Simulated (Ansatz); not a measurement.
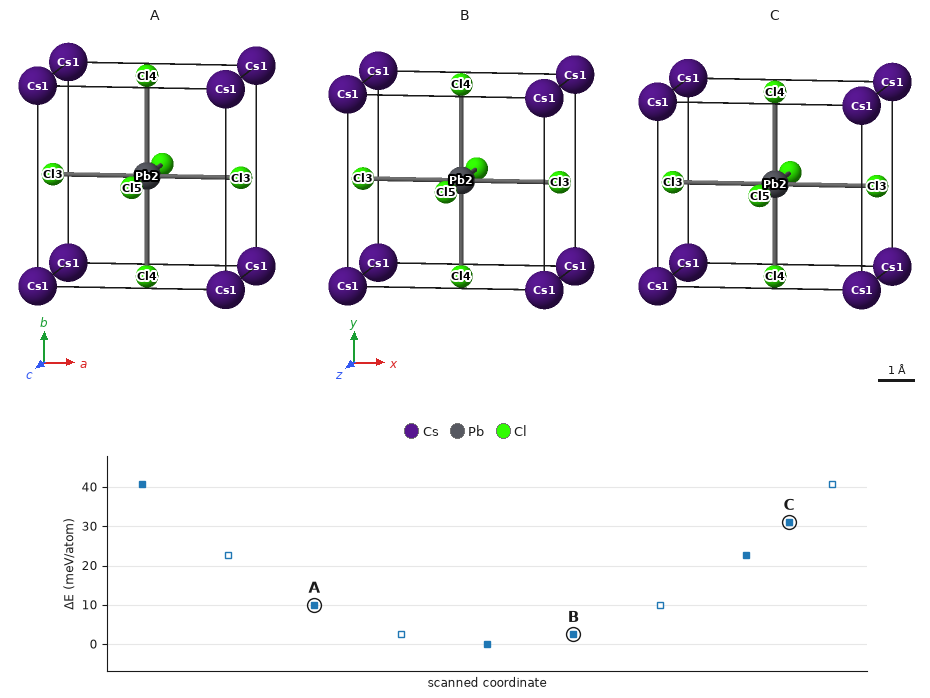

A scan of crystalline CsPbCl3 (Pm-3m) along one coordinate. x, y and z are the Cartesian axes of the input. Hollow markers are points alike by symmetry, not computed again. A ball-and-stick model of the cell of the calculation, seen along the c axis, with a slight tilt.

Method: DFT LDA, scalar-relativistic, plane waves, PAW in Ansatz 0.2.0. (plane-wave cutoff 420 eV; k-point mesh 6 × 6 × 6; occupations gaussian; smearing width 0.05 eV; no spin polarisation). Energies (free energies at the smearing named) are counted from the cell as listed in its source, which wasn't relaxed.

Q: Which coordinate changes from frame to frame?

A: The cell is strained along x and oppositely along y, with the atoms kept at their fractional coordinates. In the frames the strain is −0.03 (A), 0.015 (B), 0.0525 (C). Of the computed points the lowest is at the strain 0.00, 0.0 meV/atom. The unrelaxed reference is under a pressure of −1.2 GPa. The distortion takes the space group from Pm-3m to Pmmm. At the strain −0.06 the cell of the drawing goes a 5.605 → 5.269 Å, b 5.605 → 5.941 Å.
